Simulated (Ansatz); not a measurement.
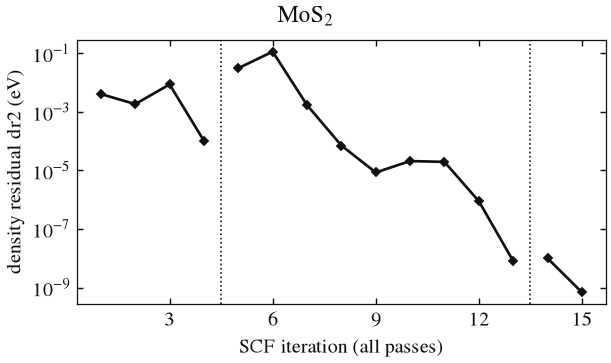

The plot shows the SCF iterations of a calculation: density residual dr2. The run starts with a semilocal functional; after that each stretch between dotted lines is one SCF of the hybrid functional between two exact rebuilds of the exchange operator by the outer loop. The starting density is a sum of atomic densities corrected by a trained network. The program stopped pass 1 early, since the exchange operator was about to change.

MoS2 (3 atoms in the cell), run with Ansatz.

```
crystal:
  lattice:
    - [1.5875907347, 0.916595938, 6.1939395993]
    - [-1.5875907347, 0.916595938, 6.1939395993]
    - [0.0, -1.833191876, 6.1939395993]
  atoms:
    - { symbol: Mo, position: [-1.46007e-05, -1.46007e-05, -1.46007e-05] }
    - { symbol: S, position: [0.4170015121, 0.4170015121, 0.4170015121] }
    - { symbol: S, position: [0.2496797553, 0.2496797553, 0.2496797553] }
kpoints:
  mp_grid: { grid: [4, 4, 4] }
hamiltonian:
  xc: { exchange: pbe, correlation: pbe, exx: { coeff: 0.1, omega: 0.3 } }
scf:
  occupations: { method: fixed }
  n_extra_bands: 4
output:
  forces: true
  stress: true
  eigenvalues: true
```

Launched with:
```bash
ansatz run input.yaml --threads 4 --pin off --max-ram 3686MiB --backend cpu --events-out ev --progress --plain --runs-dir out
```

Q: Was self-consistency reached?

A: It converged, after 15 iterations in all. There are 3 passes, of 4, 9 and 2 iterations. In pass 2, the residual falls unevenly and jumps up by a factor of two or more twice on the way down.

Q: Read the residual at the first and at the last step drawn.

A: It starts near 4 × 10⁻³ and ends near 7 × 10⁻¹⁰ eV.
